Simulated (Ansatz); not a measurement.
Cell and atoms:

```
H C
1.0
     4.50538    0.00000    0.00000
     0.00000    4.50538    0.00000
     0.00000    0.00000    4.50538
H C
8 2
Direct
  0.36046 0.36046 0.63954
  0.63954 0.36046 0.36046
  0.36046 0.63954 0.36046
  0.13954 0.13954 0.13954
  0.86046 0.86046 0.13954
  0.13954 0.86046 0.86046
  0.86046 0.13954 0.86046
  0.63954 0.63954 0.63954
  0.00000 0.00000 0.00000
  0.50000 0.50000 0.50000
```

**Characterise the structure given above.**

Chemical formula H₄C. The lattice is body-centred cubic and the space group I-43m (No. 217). In the cell are 8 H, 2 C, which makes 2 formula units. H bonds to one C at 1.09 Å. C is coordinated by four H in a tetrahedral arrangement at 1.09 Å. The bonds build separate H4C groups.

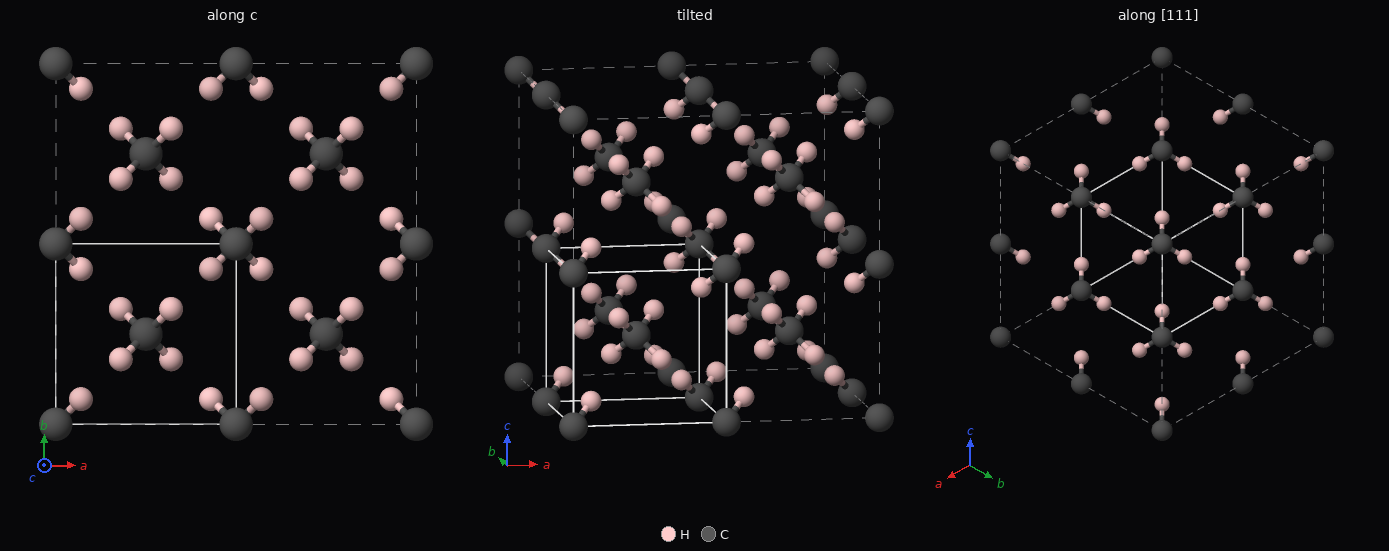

Ball-and-stick representation of a periodic structure, projected along the c axis, slightly off an axis and along [111]. The drawing covers 2×2×2 cells, and the solid lines enclose one conventional unit cell. Colours: hydrogen pink, carbon dark grey.

The cell started as a structure listed in the Materials Project. Earlier steps of the study may have refined or changed the cell and positions. It went into a calculation with Ansatz.
